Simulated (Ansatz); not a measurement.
Single-point calculation, with input and output: AlNi5 (part 2 of 2)

AlNi5 (6 atoms in the cell); DFT PBE, scalar-relativistic, plane waves, PAW, spin-polarised (Ansatz 0.2.0); cutoff 420 eV, 6×6×2 k-mesh, Gaussian smearing of 0.1 eV, collinear spins. The structure was made by a generator, so it may or may not be a known phase.

**The program's output, continued**
```
SCF iter  56: F=—  HF=-29736.451759 eV  |F-HF|=—  |Δ(HF+E_count)|=   2.95e-6  Δρ=3.04e-4 (↑3.04e-4 ↓2.96e-4)  dr2=1.53e-4  dr2_m=2.81e-5  M=-0.419 μB ∫|m|=1.424 μB  β_m=0.87  ethr=7.73e-8  ⟨swp⟩=1.4  Hψ=1574  notcnv=0  defer=226
SCF iter  57: F=—  HF=-29736.451772 eV  |F-HF|=—  |Δ(HF+E_count)|=   1.32e-5  Δρ=6.08e-4 (↑5.84e-4 ↓6.08e-4)  dr2=9.25e-4  dr2_m=1.17e-4  M=-0.432 μB ∫|m|=1.421 μB  β_m=0.93  ethr=7.73e-8  ⟨swp⟩=1.0  Hψ=1510  notcnv=0  defer=226  recentre
SCF iter  58: F=—  HF=-29736.451757 eV  |F-HF|=—  |Δ(HF+E_count)|=   1.44e-5  Δρ=2.61e-4 (↑2.32e-4 ↓2.61e-4)  dr2=1.08e-4  dr2_m=2.41e-5  M=-0.419 μB ∫|m|=1.427 μB  β_m=0.97  ethr=7.73e-8  ⟨swp⟩=1.1  Hψ=1514  notcnv=0  defer=226
SCF iter  59: F=—  HF=-29736.451754 eV  |F-HF|=—  |Δ(HF+E_count)|=   3.37e-6  Δρ=7.74e-5 (↑7.74e-5 ↓5.46e-5)  dr2=5.58e-6  dr2_m=1.57e-6  M=-0.409 μB ∫|m|=1.431 μB  β_m=0.98  ethr=7.73e-8  ⟨swp⟩=1.0  Hψ=1510  notcnv=0  defer=226
SCF iter  60: F=—  HF=-29736.451754 eV  |F-HF|=—  |Δ(HF+E_count)|=   1.20e-7  Δρ=8.33e-5 (↑8.33e-5 ↓7.56e-5)  dr2=1.64e-5  dr2_m=1.84e-6  M=-0.409 μB ∫|m|=1.431 μB  β_m=0.98  ethr=6.00e-9  ⟨swp⟩=1.0  Hψ=1510  notcnv=0  defer=226
SCF iter  61: F=—  HF=-29736.451754 eV  |F-HF|=—  |Δ(HF+E_count)|=   2.76e-7  Δρ=1.46e-4 (↑1.46e-4 ↓9.31e-5)  dr2=5.13e-5  dr2_m=3.12e-6  M=-0.403 μB ∫|m|=1.434 μB  β_m=0.99  ethr=6.00e-9  ⟨swp⟩=1.8  Hψ=1776  notcnv=0  defer=226  recentre
SCF iter  62: F=—  HF=-29736.451754 eV  |F-HF|=—  |Δ(HF+E_count)|=   6.24e-7  Δρ=3.10e-5 (↑3.10e-5 ↓1.48e-5)  dr2=1.30e-6  dr2_m=1.44e-7  M=-0.407 μB ∫|m|=1.432 μB  β_m=1.00  ethr=6.00e-9  ⟨swp⟩=1.1  Hψ=1514  notcnv=0  defer=226
SCF iter  63: F=—  HF=-29736.451754 eV  |F-HF|=—  |Δ(HF+E_count)|=   2.21e-8  Δρ=2.23e-5 (↑2.23e-5 ↓6.18e-6)  dr2=5.85e-7  dr2_m=5.14e-8  M=-0.407 μB ∫|m|=1.432 μB  β_m=1.00  ethr=1.39e-9  ⟨swp⟩=1.0  Hψ=1510  notcnv=0  defer=226
SCF iter  64: F=—  HF=-29736.451754 eV  |F-HF|=—  |Δ(HF+E_count)|=   3.07e-9  Δρ=1.87e-5 (↑1.87e-5 ↓6.94e-6)  dr2=6.06e-7  dr2_m=3.74e-8  M=-0.407 μB ∫|m|=1.432 μB  β_m=1.00  ethr=6.29e-10  ⟨swp⟩=1.0  Hψ=1510  notcnv=0  defer=226
SCF iter  65: F=—  HF=-29736.451754 eV  |F-HF|=—  |Δ(HF+E_count)|=   3.39e-8  Δρ=2.96e-5 (↑2.96e-5 ↓2.65e-5)  dr2=1.72e-6  dr2_m=2.60e-7  M=-0.408 μB ∫|m|=1.431 μB  β_m=1.00  ethr=6.29e-10  ⟨swp⟩=1.0  Hψ=1510  notcnv=0  defer=226  recentre
SCF iter  66: F=—  HF=-29736.451754 eV  |F-HF|=—  |Δ(HF+E_count)|=   2.88e-8  Δρ=1.95e-5 (↑1.95e-5 ↓1.76e-5)  dr2=7.79e-7  dr2_m=1.27e-7  M=-0.407 μB ∫|m|=1.431 μB  β_m=1.00  ethr=6.29e-10  ⟨swp⟩=1.0  Hψ=1510  notcnv=0  defer=226
SCF iter  67: F=—  HF=-29736.451754 eV  |F-HF|=—  |Δ(HF+E_count)|=   4.25e-7  Δρ=7.35e-5 (↑7.35e-5 ↓5.85e-5)  dr2=9.08e-6  dr2_m=7.90e-7  M=-0.409 μB ∫|m|=1.431 μB  β_m=0.98  ethr=6.29e-10  ⟨swp⟩=2.0  Hψ=2352  notcnv=0  defer=226  recentre
SCF iter  68: F=—  HF=-29736.451754 eV  |F-HF|=—  |Δ(HF+E_count)|=   4.01e-7  Δρ=2.96e-5 (↑2.75e-5 ↓2.96e-5)  dr2=1.93e-6  dr2_m=2.83e-7  M=-0.407 μB ∫|m|=1.431 μB  β_m=0.95  ethr=6.29e-10  ⟨swp⟩=2.0  Hψ=2494  notcnv=0  defer=226
iter 69 did not close the SCF: its close was put off for a magnetic moment that had not settled (scf_convergence_deferred on its scf_iter line)
SCF iter  69: F=-29736.451754 eV  HF=-29736.451754 eV  |F-HF|=9.67e-8  |Δ(HF+E_count)|=   3.95e-8  Δρ=8.88e-6 (↑8.88e-6 ↓4.40e-6)  dr2=9.86e-8  dr2_m=5.00e-9  M=-0.406 μB ∫|m|=1.432 μB  β_m=0.68  ethr=1.08e-10  ⟨swp⟩=10.5  Hψ=8289  notcnv=0
iter 70 did not close the SCF: its close was put off for a magnetic moment that had not settled (scf_convergence_deferred on its scf_iter line)
SCF iter  70: F=-29736.451754 eV  HF=-29736.451754 eV  |F-HF|=3.34e-8  |Δ(HF+E_count)|=   3.03e-9  Δρ=4.37e-6 (↑4.37e-6 ↓4.23e-6)  dr2=3.50e-8  dr2_m=7.00e-9  M=-0.406 μB ∫|m|=1.432 μB  β_m=0.84  ethr=1.06e-10  ⟨swp⟩=2.2  Hψ=4726  notcnv=0
SCF iter  71: F=-29736.451754 eV  HF=-29736.451754 eV  |F-HF|=1.57e-8  |Δ(HF+E_count)|=  5.42e-10  Δρ=2.83e-6 (↑2.76e-6 ↓2.83e-6)  dr2=1.63e-8  dr2_m=2.78e-9  M=-0.406 μB ∫|m|=1.432 μB  ethr=3.77e-11  ⟨swp⟩=2.0  Hψ=3909  notcnv=0
The SCF converged. Along the directions that its mixing steps explored, a Ritz value of the dielectric operator 1 − χ₀K read negative at each of the last 4 readings (its real part and the size of its imaginary part sum to between -0.57 and -0.42).
SCF 1 converged in 71 iterations: F = -29736.451754 eV  dr2 = 1.63e-8
  greatest PAW one-centre occupation: 1.001 electrons in one spin orbital (limit 2), on the Ni atom at site 1 (counted from 0), in its partial waves of l = 1
```

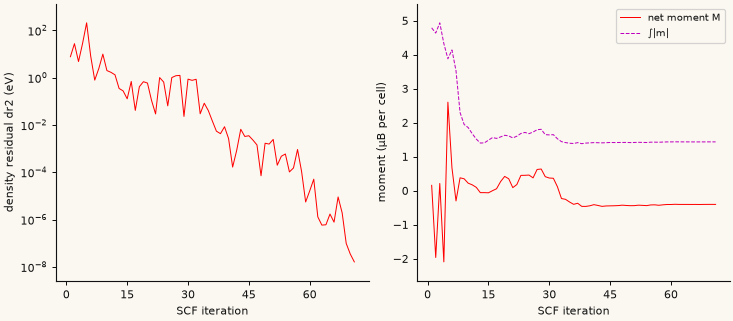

Figure 1. Convergence of the self-consistent field: density residual dr2 and magnetic moment against the SCF iteration. The residual falls unevenly and jumps up by a factor of two or more 20 times on the way down. The net moment goes from 0.2 to −0.4 μB per cell, with excursions between −2.1 and 2.6 on the way.

```
No search for a lower state was made along the close's negative reading: the deck asks for none (scf.lower_state_search: off) (following: asked_to_warn; scf.lower_state_search in the input reference).
SCF converged after 71 iterations
Magnetization: -0.4063 μB (46.2968 up, 46.7032 down)
Absolute magnetization: 1.4332 μB (∫|ρ↑−ρ↓|, with the PAW one-centre terms)
Spin contamination: 0.3813 ħ² per cell (⟨S²⟩ above its minimum at these occupations)
Per-site moments (μB) at R_I (Å): [(-0.000702815310702399, 1.029008572746573), (-0.37596826630701863, 1.0290085447303912), (-0.3029357682148838, 1.0290085447303912), (-0.19550465373076403, 1.0290085447303912), (0.32816726983136635, 1.0290085447303912), (0.11045554457371023, 1.029008572746573)]
Free energy (F): -29736.451754 eV
Harris-Foulkes:  -29736.451754 eV  (|F-HF|=1.57e-8)
Internal energy: -29736.390376 eV  (E = F + TS)
E sigma→0 (E₀):  -29736.421065 eV
Entropy (-TS):   -0.061378 eV (-10.230 meV/atom)
Fermi energy:    17.000367 eV
--- Per-component energies (eV) ---
  E_band       = -1477.997788
  E_kinetic    = 1442.186806
  E_local      = -23617.672182  (includes V_loc(G=0)·N_el)
  E_nonlocal   = 3190.289664
  E_hartree    = 10360.421709
  E_xc         = -466.567843
  E_vxc        = -579.407978  (∫ρ·V_xc dr)
  E_paw        = -8618.520124  (= ΣΔE_a)
  E_vpaw       = -2634.238062  (= ΣTr[D̂ρ^β])
  E_aug_tail   = 0.002296  (compensation charges beyond the density's cutoff)
  E_ewald      = -12026.530703
  E_smearing   = -0.061378  (= −TS)
  E_closure    = 0.000000  (closes the sum)
  Σ components = -29736.451754   (vs F -29736.451754, Δ=0.00e0)
--- Forces (eV/Å), atoms counted from 1 ---
  atom   1  Al     0.00000000     0.00000000     0.04065273
  atom   2  Ni    -0.00000000    -0.00000000    -0.11974168
  atom   3  Ni     0.00000000    -0.00000000     0.30602997
  atom   4  Ni    -0.00000000     0.00000000    -0.37016554
  atom   5  Ni     0.00000000     0.00000000     0.16283631
  atom   6  Ni    -0.00000000     0.00000000    -0.01961063
  max |Σ_I F_I| component: 1.16e-6 eV/Å
--- Stress (GPa, compression-positive) ---
       11.047284       0.000000       0.000000
        0.000000      11.047284      -0.000000
        0.000000      -0.000000      -1.859340
  P = ⅓ Tr σ = 6.7451 GPa (67.451 kbar)
--- Band table (eV; the first three rows and the last of 28) ---
  k-point 0 ↑: bands = ["-86.1473", "-86.0481", "-86.0375", "-86.0182", "-85.7448", "-46.5954", "-46.5372", "-46.4961", "-46.4643", "-46.4643", "-46.3977", "-46.3603", "-46.3603", "-46.2901", "-46.2901", "-46.2774", "-46.2774", "-46.1534", "-46.0413", "-46.0413", "5.5304", "8.5702", "8.6535", "11.0010", "11.1524", "12.5525", "13.9721", "14.8488", "14.8673", "15.0845", "15.0845", "15.1538", "15.1592", "15.1592", "15.2679", "15.2679", "15.3247", "15.3247", "15.4443", "15.4443", "16.1043", "16.1043", "16.1081", "16.1874", "16.1874", "16.2765", "16.2765", "16.5753", "16.5753", "16.9127", "16.9127", "20.3564", "25.5378", "26.7424", "32.6317", "32.6317", "33.2473", "34.4960", "36.0856", "36.0856", "37.2297", "38.7944"]
  k-point 1 ↑: bands = ["-86.1473", "-86.0481", "-86.0375", "-86.0182", "-85.7448", "-46.5954", "-46.5372", "-46.4962", "-46.4643", "-46.4643", "-46.3977", "-46.3603", "-46.3603", "-46.2901", "-46.2901", "-46.2773", "-46.2773", "-46.1534", "-46.0413", "-46.0413", "5.5328", "8.2154", "9.6420", "9.6924", "12.1948", "12.2505", "13.9969", "14.8546", "14.9820", "15.0847", "15.0847", "15.1592", "15.1592", "15.1646", "15.2668", "15.2668", "15.3257", "15.3257", "15.4440", "15.4440", "15.7178", "16.0989", "16.0989", "16.1956", "16.1956", "16.2762", "16.2762", "16.5719", "16.5719", "16.9138", "16.9138", "20.9326", "24.0145", "29.2657", "30.3837", "32.6317", "32.6317", "36.0859", "36.0859", "36.9956", "37.1707", "38.5360"]
  k-point 2 ↑: bands = ["-86.1416", "-86.0427", "-86.0321", "-86.0126", "-85.7394", "-46.5849", "-46.5303", "-46.5140", "-46.4838", "-46.4747", "-46.4070", "-46.3908", "-46.3702", "-46.3300", "-46.3202", "-46.3002", "-46.2877", "-46.1502", "-46.0816", "-46.0513", "6.3857", "9.4776", "9.5630", "11.7300", "11.8873", "13.1381", "14.0098", "14.4341", "14.6076", "14.6572", "14.8894", "14.9327", "15.0162", "15.1592", "15.2765", "15.3610", "15.4676", "15.4737", "15.5950", "15.7047", "15.7107", "15.8080", "15.9294", "16.1302", "16.1783", "16.3637", "16.5736", "16.6029", "16.9388", "17.1402", "18.8956", "20.9568", "26.0643", "26.8718", "27.2581", "30.7543", "32.3628", "32.7074", "33.4868", "34.9775", "35.0751", "35.3636"]
  k-point 13 ↓: bands = ["-86.3780", "-86.2572", "-86.1877", "-85.8880", "-85.7159", "-46.8275", "-46.7990", "-46.7965", "-46.7235", "-46.6695", "-46.6683", "-46.6287", "-46.6237", "-46.5718", "-46.3332", "-46.3268", "-46.2940", "-46.1488", "-46.1448", "-46.1379", "13.3032", "13.3147", "13.6031", "13.7099", "13.7582", "13.8547", "13.8666", "13.9148", "13.9314", "14.0392", "14.0736", "14.1221", "14.1922", "14.6859", "14.7366", "14.8434", "15.3839", "15.5584", "15.8272", "16.0434", "16.0893", "16.2249", "16.5912", "16.9042", "16.9048", "17.3634", "17.3792", "19.7935", "21.3605", "21.8172", "21.8474", "22.1166", "22.1666", "23.0828", "23.3836", "23.9447", "23.9626", "25.6568", "25.6714", "26.9299", "27.7722", "28.2578"]
--- Löwdin populations: 6 sites ---
  site symbol       q [e]    m [muB]
     0     Al      3.2384    -0.0026
     1     Ni     17.7880    -0.3698
     2     Ni     17.6770    -0.2939
     3     Ni     17.6804    -0.1884
     4     Ni     17.7904     0.3212
     5     Ni     17.7753     0.1076
  spilling = 0.011296 (of n_electrons = 93.000000)
```

**File populations.tsv**
```
# site	symbol	l	j	q_up	q_dn
# orbitals = lowdin
# n_electrons = 93.000000
# spilling = 0.011296
0	Al	0_3S	-	0.417513	0.417752
0	Al	1_3P	-	1.200376	1.202731
1	Ni	0_3S	-	0.998094	0.998059
1	Ni	0_4S	-	0.477204	0.469403
1	Ni	1_3P	-	2.999058	2.999042
1	Ni	2_3D	-	4.234759	4.612403
2	Ni	0_3S	-	0.995586	0.995528
2	Ni	0_4S	-	0.399635	0.390406
2	Ni	1_3P	-	2.998170	2.998134
2	Ni	2_3D	-	4.298116	4.601381
3	Ni	0_3S	-	0.995573	0.995550
3	Ni	0_4S	-	0.395090	0.393828
3	Ni	1_3P	-	2.998139	2.998149
3	Ni	2_3D	-	4.357196	4.546879
4	Ni	0_3S	-	0.998062	0.998092
4	Ni	0_4S	-	0.470077	0.475816
4	Ni	1_3P	-	2.999044	2.999051
4	Ni	2_3D	-	4.588616	4.261599
5	Ni	0_3S	-	0.998065	0.998073
5	Ni	0_4S	-	0.469234	0.470526
5	Ni	1_3P	-	2.999082	2.999082
5	Ni	2_3D	-	4.475066	4.366215
```

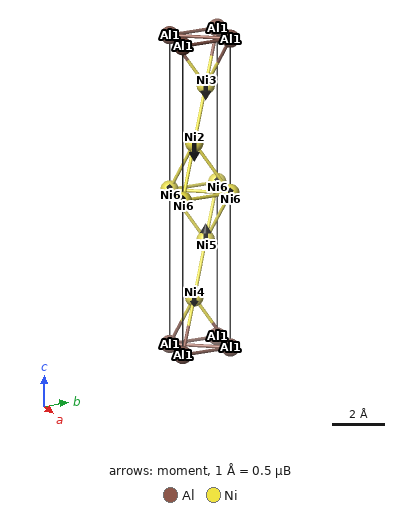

Figure 2. Magnetic moments of the sites as black arrows (ball-and-stick view of the cell of the calculation, seen slightly off an axis; atoms are numbered from 1 in the order of the input); small moments hardly show. The run is collinear, so the axis drawn is arbitrary. Site moments: Ni2 (−0.38 μB); Ni5 (0.33 μB); Ni3 (−0.30 μB); Ni4 (−0.20 μB); Ni6 (0.11 μB). They are counted near the atoms and needn't add up to the moment of the cell.

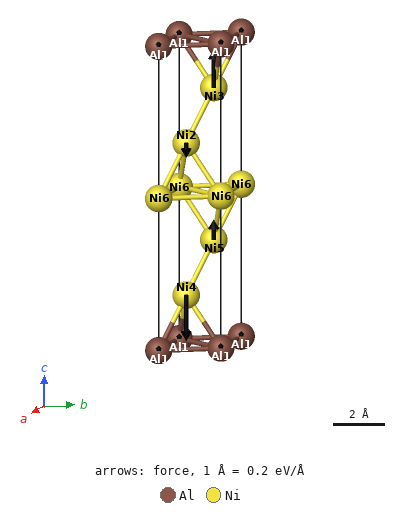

Figure 3. Forces on the atoms as black arrows (ball-and-stick view of the cell of the calculation, seen slightly off an axis; atoms are numbered from 1 in the order of the input); the smallest are left out. The largest act on Ni4 (0.37 eV/Å); Ni3 (0.31 eV/Å); Ni5 (0.16 eV/Å); Ni2 (0.12 eV/Å). 

The run was set up as follows.

**Input**
```yaml
crystal:
  lattice:
    - [2.49456624, 0.0, 0.0]
    - [-1.24728312, 2.16035773, 0.0]
    - [0.0, 0.0, 12.22082881]
  atoms:
    - { symbol: Al, position: [0.0, 0.0, 0.0] }
    - { symbol: Ni, position: [0.66666667, 0.33333333, 0.66666667], spin: -2.0 }
    - { symbol: Ni, position: [0.33333333, 0.66666667, 0.83333333], spin: -2.0 }
    - { symbol: Ni, position: [0.66666667, 0.33333333, 0.16666667], spin: -2.0 }
    - { symbol: Ni, position: [0.33333333, 0.66666667, 0.33333333], spin: 2.0 }
    - { symbol: Ni, position: [0.0, 0.0, 0.5], spin: 2.0 }
basis:
  ecutwfc: 420
kpoints:
  mp_grid: { grid: [6, 6, 2] }
hamiltonian:
  xc: pbe
scf:
  occupations: { method: gaussian, width: 0.1 }
  lower_state_search: "off"
output:
  forces: true
  stress: true
  eigenvalues: true
  populations: true
magnetization:
  spin_polarized: true
```

Launch command:
```bash
ansatz run input.yaml --threads 4 --pin off --max-ram 8192MiB --backend cpu --events-out ev --progress --plain --runs-dir out
```

**Results in brief**

```tsv
quantity	value
outcome	converged
space group (tolerance 0.01 Å)	P-3m1 (164)
electrons treated	93
free energy	−29736.4518 eV
Fermi energy	17.000 eV
gap on the k-point mesh	none (metallic)
net moment of the cell	−0.41 μB
integrated absolute moment	1.43 μB
pressure	6.75 GPa
largest force (length of the vector)	0.370 eV/Å
hardware	4 threads of Arm Neoverse V2, 24 GiB of memory available, shared host
wall time	12 s (CPU time 47 s)
peak memory	0.43 GiB
```

The k-point mesh is coarse (a preliminary or cheap run), so energies and forces are approximate. The electronic state found may not be the lowest one. The program warns: a screening estimate came out negative during mixing.
